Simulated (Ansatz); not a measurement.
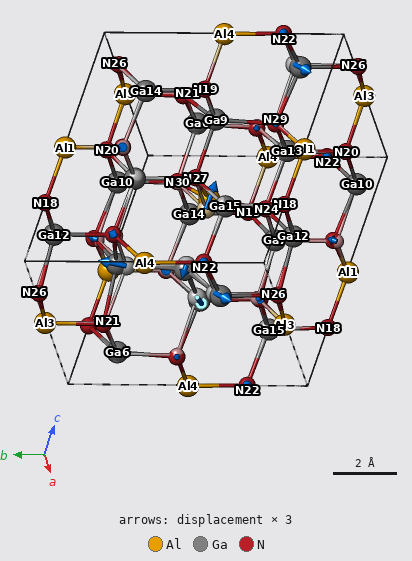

A relaxation of a defect cell of composition Al$_{4}$Ga$_{13}$N$_{15}$. The starting structure is drawn faded, the final one solid; blue arrows show the displacements, magnified 3 times.

Style: ball-and-stick. Shown: the cell of the calculation (origin shifted), from a free direction.

Case: Ga on a N site (e), charge +0, atoms relaxed at the host's cell.

Computed with DFT PBEsol, scalar-relativistic, plane waves, PAW (Ansatz). Settings: plane-wave cutoff 420 eV; k-point mesh 2 × 2 × 2; occupations gaussian; smearing width 0.01 eV; mesh shifted by (0.5, 0.5, 0.5); no spin polarisation; atoms relaxed in a fixed cell; force threshold 0.025 eV/Å; at most 45 steps.

**Describe the change and its energy.**

The largest move is that of an Al atom, 0.33 Å along +c. Largest moves by element: Al 0.33 Å, Ga 0.31 Å, N 0.12 Å. The cell doesn't change. Among the contacts that change: Al–Ga 1.896 → 2.375 Å, Ga–Ga 1.948 → 2.211 Å, Al–N 1.896 → 1.847 Å, Ga–N 1.948 → 1.910 Å. Among the angles between lasting bonds that change: Ga–Ga–N 111.6° → 98.3°, Al–N–Ga 110.6° → 101.5°, Al–N–Ga 110.6° → 101.5°. Over 8 accepted moves (10 points after the start) the energy falls by 4.831 eV per cell of the calculation. Largest force component: 5.8 eV/Å at the start, 0.016 eV/Å at the end. The line search rejected the trial steps at points 8, 9 of the run.

Limits of the set-up: the periodic images lie only 7.7 Å apart, so the values are limited by the cell's size.
